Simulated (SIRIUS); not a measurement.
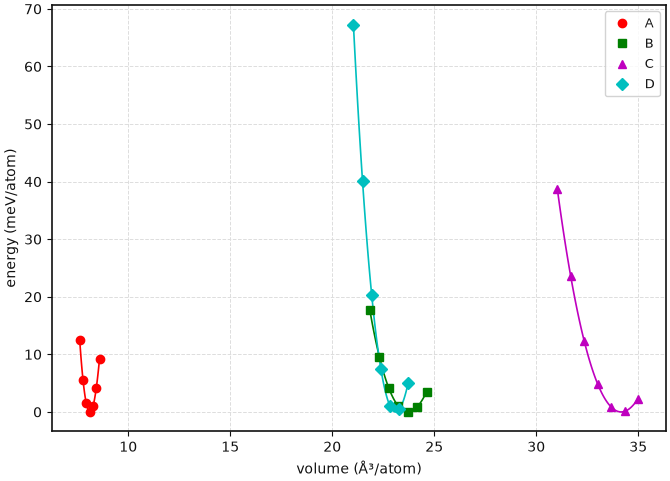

Plotted: energy against volume, with one curve for each element, for Be, Hf, Mg and Y (all in space group P6_3/mmc (No. 194)). The labels are replaced by letters.

How it was computed, with SIRIUS 7.12.0: all-electron LAPW DFT, no spin polarisation; energies at scaled volumes of the given cell, shape and fractions fixed, counted from the fit's minimum, third-order Birch-Murnaghan fit. Level: RPBE.

occupations Fermi–Dirac; smearing width 0.05 eV; potentials all electron FP LAPW.

Q: Which letter stands for which compound?

A: A: Be; B: Mg; C: Y; D: Hf.

Limits of the calculation: shape and atomic fractions are frozen while scaling, which makes layered, chain and framework solids too stiff.
